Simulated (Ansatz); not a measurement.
## Electronic structure of Si7O16 (cell with a defect) in real space

```
Si O
1.0
    -4.98175   -4.98175    0.00000
    -4.98175    4.98175    0.00000
     0.00000    0.00000   -7.33543
Si O
7 16
Direct
  0.51391 0.48571 0.00204
  0.00962 0.51299 0.50063
  0.99776 0.00881 0.00068
  0.24202 0.25208 0.23798
  0.27110 0.75296 0.76278
  0.73352 0.76821 0.26712
  0.75522 0.23209 0.73061
  0.27224 0.04541 0.33721
  0.34177 0.56925 0.87943
  0.83238 0.61446 0.39921
  0.84196 0.05762 0.84595
  0.07278 0.20588 0.09104
  0.11323 0.67525 0.62168
  0.60672 0.65752 0.11731
  0.58260 0.14704 0.59699
  0.43361 0.32264 0.13661
  0.47619 0.83546 0.67735
  0.89768 0.88498 0.16050
  0.92295 0.33628 0.61652
  0.16622 0.42763 0.36192
  0.17386 0.90081 0.90351
  0.58685 0.91494 0.38257
  0.66817 0.39130 0.86665
```

Spin-polarised.

The calculation used DFT PBEsol, scalar-relativistic, plane waves, PAW (Ansatz 0.2.0).

The density is the valence pseudo-density of a PAW calculation; it isn't the true density close to the nuclei.

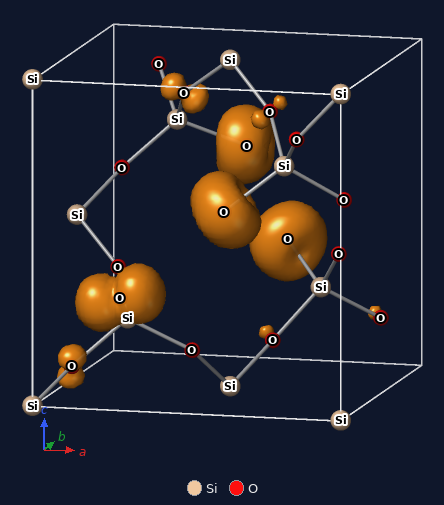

Figure 1. Isosurfaces of the spin density at +0.08 (orange) and −0.08 e/Å³ (purple), seen at an oblique angle. Sticks mark near contacts.

**Which atoms carry the moments, and with what signs?**

The spin density sits on O: +0.7 μB (×4) in one cell of 23 atoms, with smaller moments on other sites: O (up to +0.07 μB): parallel moments (a ferromagnetic arrangement) in this solution. The cell of the calculation (23 atoms) carries 4.0 μB of net spin moment. Only one sign reaches the isovalue.

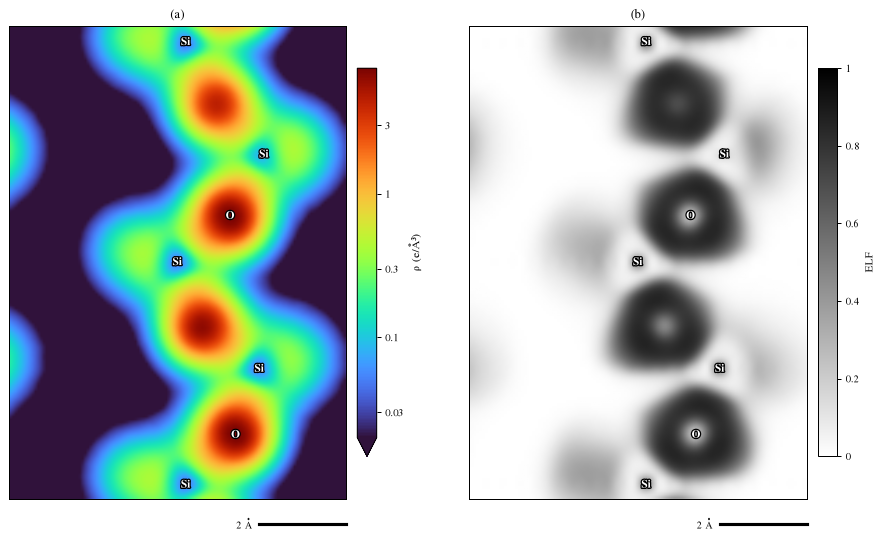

Figure 2. (a) valence electron density; (b) electron localisation function on the (101̄) plane of the calculation cell.

**Interpret the plot.**

Atoms in the plane: Si and O.
Atoms just off the plane (O, 0.3 Å away) can leave unmarked features too.
Si–O (1.61 Å): the density is about 1.2 e/Å³ at the midpoint; the ELF peaks at about 0.85 between the atoms; a short, strongly polar bond.
The density dies away to nearly zero in the voids.
The ELF also peaks beside O, away from the bonds: non-bonding electrons, paired or unpaired.

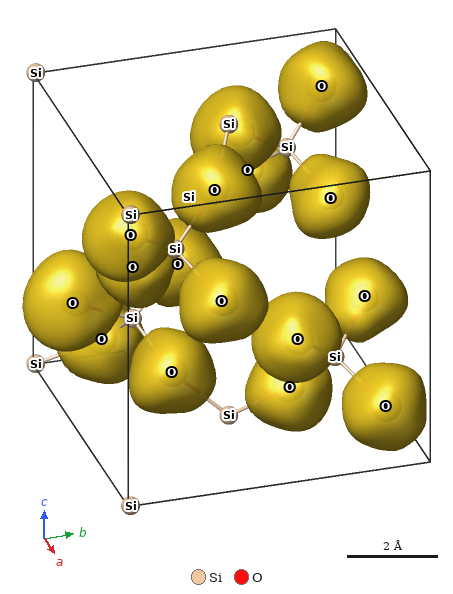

Figure 3. Isosurface of the electron localisation function at 0.65 (yellow), seen at an oblique angle. Core shells and regions of very low density are left out. Sticks mark near contacts.

**Where are the electrons localised?**

The surface consists of 16 regions on O in which the atom's valence shell and bonds are merged, counted in one cell of 23 atoms. Any copies at cell faces, edges or corners count once.


 Si–O (1.67 Å): the ELF peaks at about 0.90 between the atoms; a shared but strongly polarised pair.

**Metal or insulator at this level of theory?**

It is gapped, with a Kohn–Sham gap of 0.44 eV on the k-point mesh (the band edges may lie off the mesh, which would make the gap smaller).
